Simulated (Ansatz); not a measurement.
Bi$_{2}$Se$_{3}$

Input file:

```
crystal:
  lattice:
    - [2.0714992968, 1.1959806766, 9.54533]
    - [-2.0714992968, 1.1959806766, 9.54533]
    - [0.0, -2.3919613533, 9.54533]
  atoms:
    - { symbol: Bi, position: [0.4781449029, 0.3518675104, 0.3518675104] }
    - { symbol: Bi, position: [0.5992, 0.5992, 0.5992] }
    - { symbol: Se, position: [0.0, 0.0, 0.0] }
    - { symbol: Se, position: [0.2117, 0.2117, 0.2117] }
    - { symbol: Se, position: [0.7883, 0.7883, 0.7883] }
basis:
  ecutwfc: 420
kpoints:
  mp_grid: { grid: [12, 12, 12] }
hamiltonian:
  xc: lda
scf:
  occupations: { method: gaussian, width: 0.03 }
output:
  forces: true
  stress: true
  eigenvalues: true
  write_density: true
  write_potential: true
  elf: true
  volumetric_format: npy
```

Command:

```sh
ansatz run input.yaml --threads 2 --pin off --max-ram 5120MiB --backend cpu --events-out ev --progress --plain --runs-dir out
```

Below, planes, directions and counts refer to the conventional cell (a = 7.18 Å, b = 4.14 Å, c = 9.84 Å, α = 90.00°, β = 104.07°, γ = 90.00°).

Space group Cm; changed on purpose from its base cell (atom 1 (Bi) moved -0.360 A towards its neighbour atom 5 (Se) at 2.851 A); not relaxed (largest force 1.8 eV/Å).

Theory: Ansatz, DFT LDA, scalar-relativistic, plane waves, PAW.

Predict the valence pseudo-density and electron localisation function between the atoms.

Answer. Bi–Se (2.72 Å): the density is about 0.4 e/Å³ at the midpoint; the ELF is about 0.40 at the midpoint.
Bi–Se (3.07 Å): ρ is about 0.21 e/Å³ halfway; the ELF is about 0.30 at the midpoint.

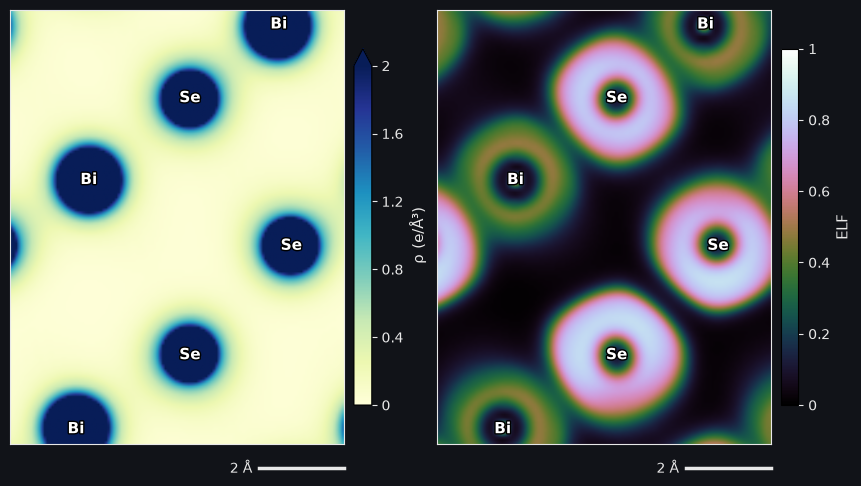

Computed valence pseudo-density and electron localisation function on the (010) plane of the conventional cell, in this order. 

The density is the valence pseudo-density of a PAW calculation; it isn't the true density close to the nuclei.
